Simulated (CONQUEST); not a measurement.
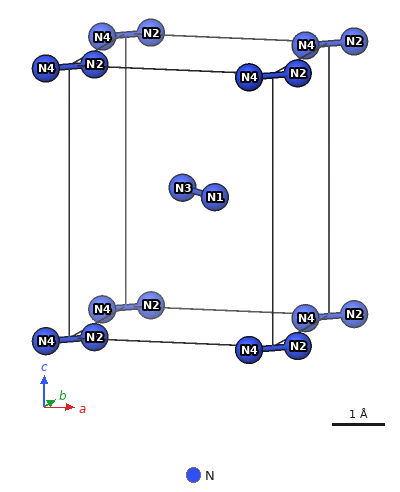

Figure 1. The input geometry (ball-and-stick view of the cell of the calculation, seen slightly off an axis; atoms are numbered from 1 in the order of the input).

## Density-of-states run, with input and output: N

The run: density-of-states run of N (P1, 4 atoms in the cell). Method and program: Kohn-Sham DFT of a periodic cell, OLYP, PseudoDojo NC PBE, no spin polarisation (CONQUEST 1.3).

The structure derives from a Materials Project entry. It belongs to a series of runs on one base structure; here: atoms moved at random by about 0.15 A.

**The input**
```
IO.Title N
IO.Coordinates coords.dat
IO.FractionalAtomicCoords T
IO.Iprint 2
IO.Iprint_init 1
General.NumberOfSpecies 1
General.PseudopotentialType hamann
General.FunctionalType -110131
General.DifferentFunctional T
AtomMove.TypeOfRun static
AtomMove.FullStress T
Grid.GridCutoff 120
DM.SolutionMethod diagon
Diag.MPMesh T
Diag.GammaCentred T
Diag.MPMeshX 4
Diag.MPMeshY 4
Diag.MPMeshZ 3
Diag.kT 0.00367493
minE.SCTolerance 1e-6
SC.MaxIters 100
IO.AtomChargeOutput T
IO.writeDOS T
IO.write_proj_DOS T
IO.DumpChargeDensity T
IO.DumpTotPot T
%block ChemicalSpeciesLabel
1 14.010 N
%endblock
```

Run on 1 thread of Intel Xeon @ 2.50GHz (Skylake/Cascade Lake), 16 GiB of memory available, shared host.

Launched with:
```bash
Conquest, then PostProcessCQ with the Process lines added to Conquest_input
```

**Log**
```
Simulation cell dimensions:     7.7178 a0 x     7.7178 a0 x    10.1023 a0

      Atomic coordinates (a0)
         Atom         X         Y         Z  Species
            1    4.6556    3.1331    4.9352        1
            2    0.7824    0.6181   10.0716        1
            3    3.0728    4.4194    5.0211        1
            4    7.0552    6.8887   10.0832        1

         Monkhorst-Pack mesh:   4 x   4 x   3 gamma-centred
        This calculation includes non-local pseudopotentials,
         with a maximum core radius of      5.48397234

    Job title: N
    Job to be run: static calculation

    Ground state search:
      Support functions represented with PAO basis
      1:1 PAO to SF mapping
      Non-spin-polarised electrons
      Solving for the K matrix using diagonalisation
      Using Fermi-Dirac smearing

    Integration grid size:     40 x   40 x   60

    Integration grid spacing:  0.193 a0 x 0.193 a0 x 0.168 a0

    Number of species:  1
    --------------------------------------------------------
    |   #  mass (au)  Charge (e)  SF Rad (a0)  NSF  Label  |
    --------------------------------------------------------
    |   1     14.010       5.000        5.788    4  N      |
    --------------------------------------------------------
          SCF tolerance:                 0.00000100
          SCF iterations:               100

    LibXC version:  6. 2. 2
    Using the GGA functional Handy & Cohen OPTX 01
    Using the GGA functional Lee, Yang & Parr

           radial cut-off to be used is taken to be max PAO cut-off radius for this species:    5.483972

           greatest ang. mom. for making density from PAOs:  1
    Minimum blocs/proc is     1500. Maximum blocs/proc is     1500
    set_atom_dens: In set_atomic_density, electrons :      20.000000000000
 matrix_size & matrix_size_padH =           16          16

    Screened ion int: energy:     -30.330660976421 Ha

    new_SC_potl: Starting.  Tolerance:  0.10000E-05

    PulayMixSC: Starting Pulay mixing, A_up =  0.500 A_dn =  0.500
    PulayMixSC: Spin non-polarised calculation.
          Harris-Foulkes Energy            :       -41.089439478377912 Ha
          (TS=0 as O(N) or entropic contribution is negligible)
          DFT Total Energy                 :       -40.972720448099651 Ha
          Total number of electrons        :        20.000000000000096
    PulayMixSC: Pulay iteration     1 residual:              0.12396E-01
          Harris-Foulkes Energy            :       -41.004658788660805 Ha
          (TS=0 as O(N) or entropic contribution is negligible)
          DFT Total Energy                 :       -40.980497600263661 Ha
          Total number of electrons        :        20.000004885770004
    PulayMixSC: Pulay iteration     2 residual:              0.56027E-02
          Harris-Foulkes Energy            :       -40.982780917256271 Ha
          (TS=0 as O(N) or entropic contribution is negligible)
          DFT Total Energy                 :       -40.982774535834011 Ha
          Total number of electrons        :        20.000009157625154
    PulayMixSC: Pulay iteration     3 residual:              0.21415E-03
          Harris-Foulkes Energy            :       -40.982779672067480 Ha
          (TS=0 as O(N) or entropic contribution is negligible)
          DFT Total Energy                 :       -40.982772861906952 Ha
          Total number of electrons        :        20.000009349794816
    PulayMixSC: Pulay iteration     4 residual:              0.84614E-04
          Harris-Foulkes Energy            :       -40.982775541030328 Ha
          (TS=0 as O(N) or entropic contribution is negligible)
          DFT Total Energy                 :       -40.982774897237832 Ha
          Total number of electrons        :        20.000009386335517
    PulayMixSC: Pulay iteration     5 residual:              0.27271E-04
          Harris-Foulkes Energy            :       -40.982775069539123 Ha
          (TS=0 as O(N) or entropic contribution is negligible)
          DFT Total Energy                 :       -40.982775063108221 Ha
          Total number of electrons        :        20.000009402691401
    PulayMixSC: Pulay iteration     6 residual:              0.30041E-05
          Harris-Foulkes Energy            :       -40.982775064140718 Ha
          (TS=0 as O(N) or entropic contribution is negligible)
          DFT Total Energy                 :       -40.982775064086084 Ha
          Total number of electrons        :        20.000009401440785
    PulayMixSC: Pulay iteration     7 residual:              0.19130E-06
    PulayMixSC: Reached SCF tolerance of  0.19130E-06 after      7 iterations
      | Number of electrons      =        20.000009
      |* band energy as 2Tr[K.H] =       -13.220351904317102 Ha
      |  screened ion-ion energy =       -30.330660976421402 Ha
      |  Ha correction           =         1.439654785015840 Ha
      |  XC correction           =         1.128581452178929 Ha
      |* Harris-Foulkes energy   =       -40.982775064140718 Ha
      |* DFT total energy        =       -40.982775064086084 Ha
      |  estimated accuracy      =        -0.000000000054634 Ha
    get_E_and_F: Change in energy during last step of electronic optimisation:  0.53984E-08

    BIBLIOGRAPHY: Please consider citing the following references in the conquest.bib file

    CONQUEST:         Bowler2002pt, Miyazaki2004, Nakata2020
    Basis:            Bowler2019
    DM:               Bowler:2006xr
    Pseudopotentials: Hamann2013, Bowler2019
    XC references from LibXC:
      C. Lee, W. Yang, and R. G. Parr.,  Phys. Rev. B 37, 785 (1988)

    Warnings written to file Conquest_warnings; please check
```

**File PostProcessCQ.log**
```
CONQUEST charge density conversion and STM image simulation

D. R. Bowler (UCL) and A. Nakata (NIMS)

  Creating projected density of states (pDOS); also generating DOS

  Calculating density of states (DOS)
    Reading k-points from eigenvalues file, not setting from input file
    Fermi level:     -0.29750 Ha   (=    -8.095 eV)
  Reading bands between   -0.100E+13Ha and    0.100E+13Ha
  Bands     1 to    16 were written out by CONQUEST
  DOS lower limit set by user:     -1.09750 Ha
  DOS upper limit set by user:      0.20250 Ha
  Sigma set by user:     0.003000 Ha
  Dividing DOS into   301 bins of width     0.004413 Ha
 iDOS_low is    1.9999999993999984
  DOS between      -1.109 Ha and Ef integrates to       16.000 electrons
  DOS between      -1.109 Ha and       0.215 Ha integrates to       24.000 electrons

  Calculating projected density of states (DOS)
    Resolving in l
    Producing pDOS for all atoms in cell
  Opening block file: hilbert_make_blk.dat
  Original run on        1 processors
  Results of integrating pDOS between      -1.109 and       0.215 Ha (electrons per atom).
       Atom       Total        l=0        l=1        l=2
          1       4.000      1.110      2.889
          2       4.000      1.110      2.890
          3       4.000      1.110      2.890
          4       4.000      1.110      2.889
  Integrated pDOS:      16.000 electrons
```

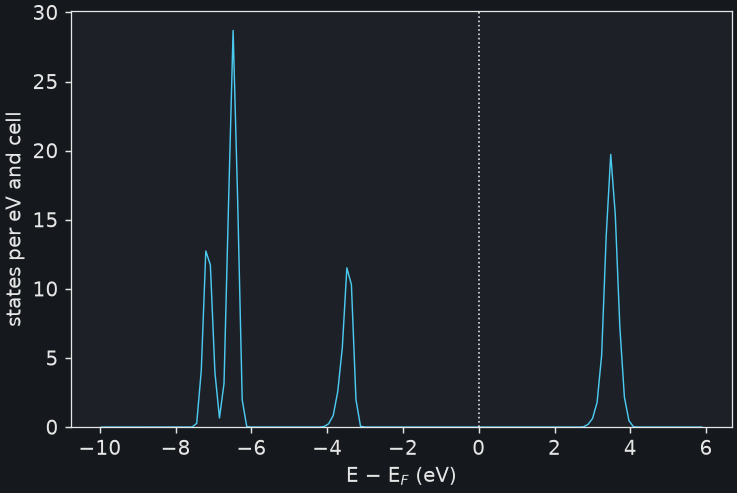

Figure 2. Density of states from the levels on the mesh of the run, whose fine structure reflects that mesh, with energies from the Fermi level of the run. At the top of the window the curve may fall because the computed bands end.

**Summary**

| quantity | value |
| --- | --- |
| outcome | converged |
| space group (tolerance 0.01 Å) | P1 (1) |
| electrons treated | 20 |
| free energy | −1115.1981 eV |
| Fermi energy of the self-consistent step | −8.095 eV |
| gap on the k-point mesh | 6.29 eV |
| wall time | 4.5 s |
| peak memory | 0.11 GiB |

Further notes kept with the run: read_and_write: Functional in input file differs to pseudopotential but proceeding: -110131 101. Points of doubt noted for this run: potential of other functional; small atomic basis.
